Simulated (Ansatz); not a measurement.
C4H8 (SMILES C=CCC)

Input

```
crystal:
  periodic: [false, false, false]
  atoms:
    - {symbol: C, position_ang: [-0.102800, 1.905000, 0.560800]}
    - {symbol: C, position_ang: [0.327700, 0.889700, -0.174300]}
    - {symbol: C, position_ang: [-0.446000, -0.352500, -0.465500]}
    - {symbol: C, position_ang: [0.258200, -1.608200, 0.036200]}
    - {symbol: H, position_ang: [-1.092900, 1.899200, 1.007100]}
    - {symbol: H, position_ang: [0.512900, 2.778300, 0.742300]}
    - {symbol: H, position_ang: [1.330000, 0.935100, -0.599700]}
    - {symbol: H, position_ang: [-1.442300, -0.274800, -0.019600]}
    - {symbol: H, position_ang: [-0.593000, -0.436900, -1.549400]}
    - {symbol: H, position_ang: [1.253200, -1.704600, -0.406500]}
    - {symbol: H, position_ang: [0.380200, -1.579000, 1.121300]}
    - {symbol: H, position_ang: [-0.308300, -2.506700, -0.218800]}
basis:
  gaussian:
    orbitals: def2-TZVP
    fitting: {mean_field: def2-universal-jkfit, correlation: cc-pVTZ-rifit}
hamiltonian:
  xc: {name: PBE0-DH}
  dispersion: {method: d3bj, functional: pbe}
  pseudopotentials: {relativity: scalar}
output: {forces: true, orbitals: {seedname: orbitals}}
```

Run with:

```sh
ansatz run input.yaml --threads 1 --pin off --max-ram 2610MiB --events-out events.jsonl --progress --plain --runs-dir runs
```

Geometry: PBE0-D4/def2-TZVP.

Theory: isolated molecule in a Gaussian basis; Kohn-Sham density functional theory, functional PBE0-DH in Ansatz 0.2.0.

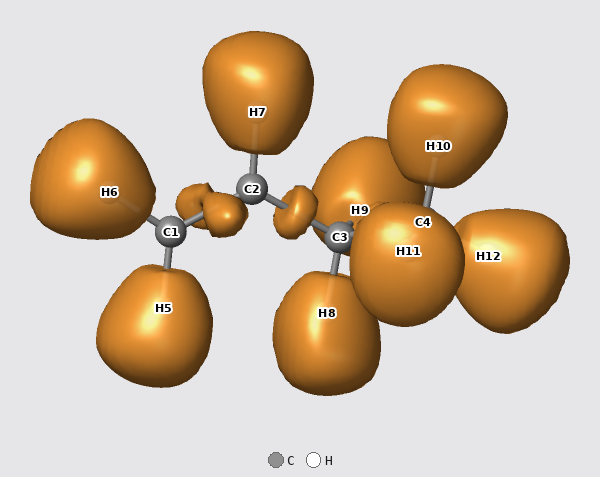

Figure 1. Isosurface of the ELF at 0.85 (orange), seen at an oblique angle. Core shells and regions of very low density are left out.

**Identify the bonds, lone pairs and shells in this picture.**

At this value the surface marks out three regions between bonded C–C atoms (shared pairs) and eight regions around hydrogen nuclei. Profiles from the grid: C–C (1.33 Å): the ELF peaks at about 0.90 between the atoms: a short, multiple covalent bond. C–H (1.08 Å): the ELF climbs to about 1 towards the hydrogen, as it does in any bond to H; an ordinary covalent bond to hydrogen.

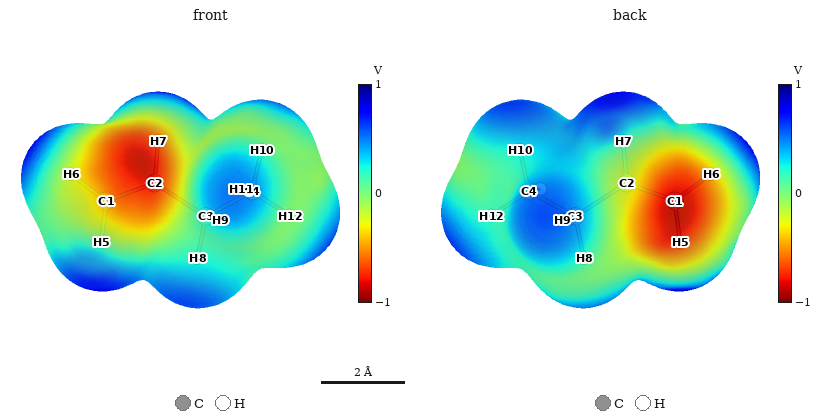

Figure 2. The molecular electrostatic potential painted on the density surface at 0.002 e/bohr³, seen from the front and from behind; red is negative and blue positive.

**Describe the electrostatic potential map.**

The most negative region (about −0.9 V) lies over the π face of C1 and C2, the most positive (about +0.8 V) over H5, H6 and H7.

**What dipole moment does the calculation give?**

Its dipole moment is 0.40 D.

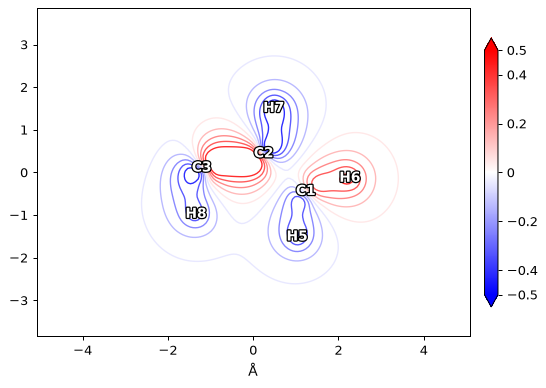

Figure 3. The HOMO−1 on the plane of atoms H5, C1 and H6 (values in Å⁻³ᐟ²; the overall sign is arbitrary).

**Describe this orbital and give its energy.**

By Hirshfeld shares it lies mainly on C2 (about 20 %), C3 (about 20 %), C1 (about 10 %), H7 (about 10 %), C4 (about 10 %) and H6 (about 5 %). Its energy is −10.70 eV.
